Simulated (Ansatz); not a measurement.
W

The calculation's input:

```
crystal:
  lattice:
    - [-3.9979915334, 3.9979915334, 0.0]
    - [-3.9979915334, 0.0, 3.9979915334]
    - [0.0, 3.9979915334, 3.9979915334]
  atoms:
    - { symbol: W, position: [0.0041645911, -0.0041645911, -0.0041645911] }
    - { symbol: W, position: [0.5, 0.0, 0.0] }
    - { symbol: W, position: [0.0, 0.5, 0.0] }
    - { symbol: W, position: [0.0, 0.0, 0.5] }
    - { symbol: W, position: [0.5, 0.5, 0.0] }
    - { symbol: W, position: [0.5, 0.0, 0.5] }
    - { symbol: W, position: [0.0, 0.5, 0.5] }
    - { symbol: W, position: [0.5, 0.5, 0.5] }
basis:
  ecutwfc: 420
kpoints:
  mp_grid: { grid: [14, 14, 14] }
hamiltonian:
  xc: pbesol
scf:
  occupations: { method: gaussian, width: 0.15 }
output:
  forces: true
  stress: true
  eigenvalues: true
  write_density: true
  write_potential: true
  elf: true
  volumetric_format: npy
```

Command:

```sh
ansatz run input.yaml --threads 1 --pin off --max-ram 2560MiB --backend cpu --events-out ev --progress --plain --runs-dir out
```

Below, planes, directions and counts refer to the conventional cell (a = 5.65 Å, b = 5.65 Å, c = 8.00 Å, α = 90.00°, β = 90.00°, γ = 90.00°).

Space group I4mm; changed on purpose from its base cell (atom 1 (W) moved -0.033 A along Cartesian [0 0 1]); not relaxed (largest force 0.4 eV/Å).

Theory: DFT PBEsol, scalar-relativistic, plane waves, PAW in Ansatz.

### What will maps of the valence pseudo-density and electron localisation function show?

W–W (2.80 Å): ρ is about 0.38 e/Å³ halfway; the ELF is about 0.35 at the midpoint.
W–W (2.85 Å): ρ is about 0.35 e/Å³ halfway; the ELF is about 0.35 at the midpoint.

### Does the calculation give a band gap?

It is metallic or semimetallic at this level of theory: no gap opens.

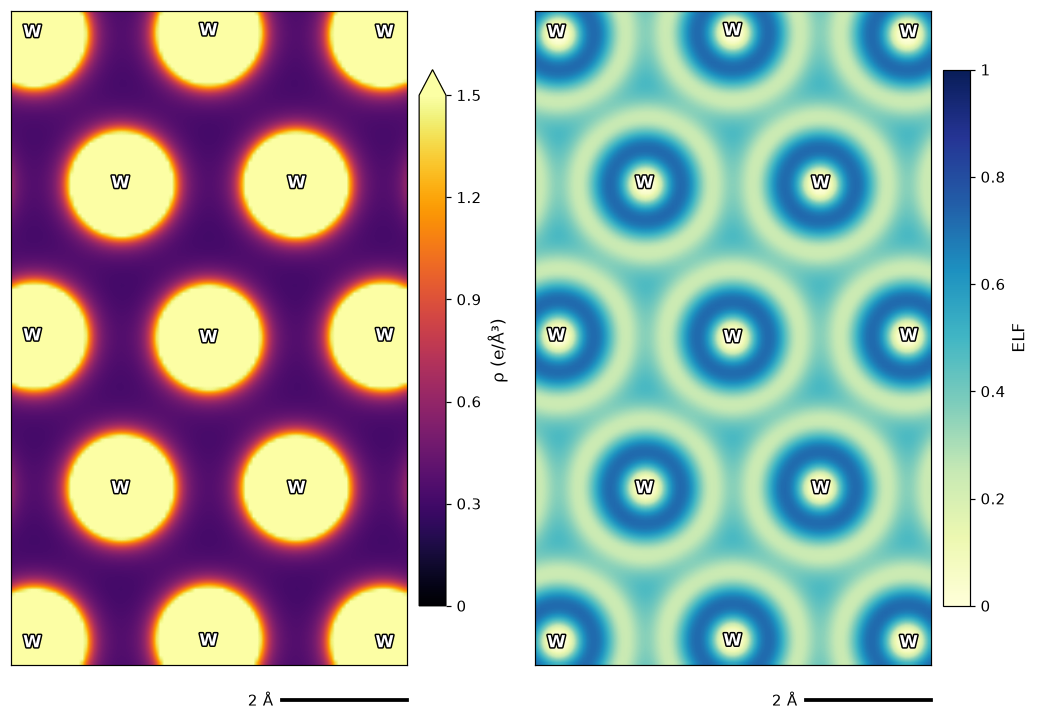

Computed valence pseudo-density and electron localisation function on the (101̄) plane of the conventional cell, in this order. 

In a PAW calculation such maps are meaningful between the atoms, not at the nuclei.
